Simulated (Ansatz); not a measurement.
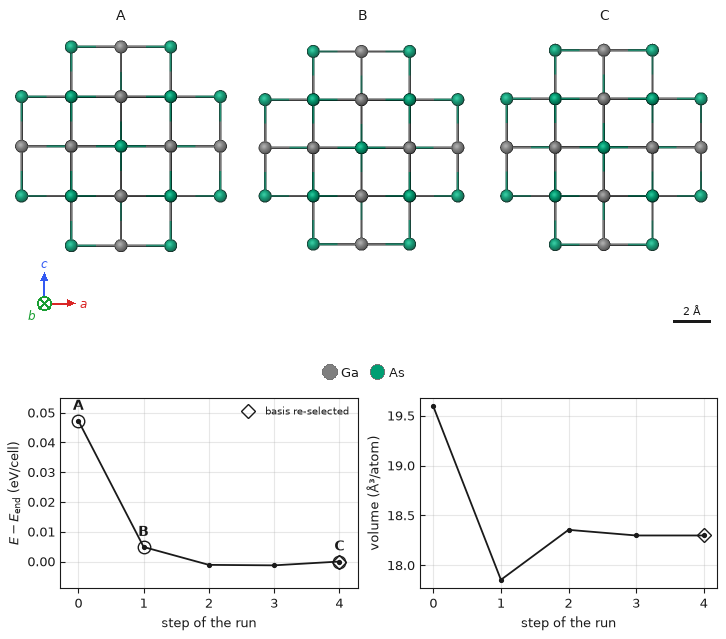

Frames of a relaxation of solid GaAs (a generated structure, set up in Fm-3m), marked on the history of the run. Style: ball-and-stick. Shown: the conventional cell (4 times the calculation's cell), along the b axis. Lengths and directions refer to the drawn axes.

The run lets cell and atoms move.

Computed with Kohn-Sham DFT of a periodic cell, PBEsol0, Ansatz PAW in Ansatz.

Input
```yaml
crystal:
  lattice:
    - [0.0, 2.69589, 2.69589]
    - [2.69589, 0.0, 2.69589]
    - [2.69589, 2.69589, 0.0]
  atoms:
    - { symbol: Ga, position: [0.0, 0.0, 0.0] }
    - { symbol: As, position: [0.5, 0.5, 0.5] }
hamiltonian:
  xc: { exchange: pbesol, correlation: pbesol, exx: { coeff: 0.25 } }
  pseudopotentials: { kind: paw }
kpoints:
  mp_grid: { grid: [5, 5, 5] }
scf:
  occupations: { method: fermi_dirac, width: 0.05 }
output:
  forces: true
  stress: true
  eigenvalues: true
relax:
  f_tol: 0.01
  max_steps: 40
  cell: { stress_tol: 0.05 }
```

Question: What happens along the run?

Answer: The energy falls by 47.3 meV per cell of the calculation in 3 accepted moves (4 points after the start). All forces vanish by symmetry, so only the cell relaxes. The pressure goes from −5.49 to 0.00 GPa. The SCF was repeated once at an unchanged geometry on a basis and grid sized afresh for the cell, which shifted the energy by 1.3 meV per cell of the calculation at most. The atoms keep their places relative to the cell (all moves are under 0.005 Å). The volume changes by −6.6 %, with a = b = c 5.392 → 5.270 Å (−2.3 %). Some distances before and after: As–Ga 2.696 → 2.635 Å. The space group stays Fm-3m (No. 225). Cost: 48 s on 1 × NVIDIA H100 80GB HBM3 with 2 threads of AMD EPYC 7R13 Processor (Zen 3), on a shared host, peak memory 1.8 GiB. From step 0 to 1: volume −8.9 %, energy −42.4 meV per cell of the calculation. From step 1 to 4: volume +2.5 %, energy −4.9 meV per cell of the calculation.

```json
{"step": "0", "E − E(0), meV/atom": "0.00", "pressure, GPa": "-5.49", "volume, Å³/atom": "19.593", "note": ""}
{"step": "1", "E − E(0), meV/atom": "-21.19", "pressure, GPa": "2.44", "volume, Å³/atom": "17.855", "note": ""}
{"step": "2", "E − E(0), meV/atom": "-24.19", "pressure, GPa": "-0.29", "volume, Å³/atom": "18.356", "note": ""}
{"step": "3", "E − E(0), meV/atom": "-24.27", "pressure, GPa": "-0.01", "volume, Å³/atom": "18.299", "note": ""}
{"step": "4", "E − E(0), meV/atom": "-23.63", "pressure, GPa": "0.00", "volume, Å³/atom": "18.299", "note": "same geometry, new basis"}
```
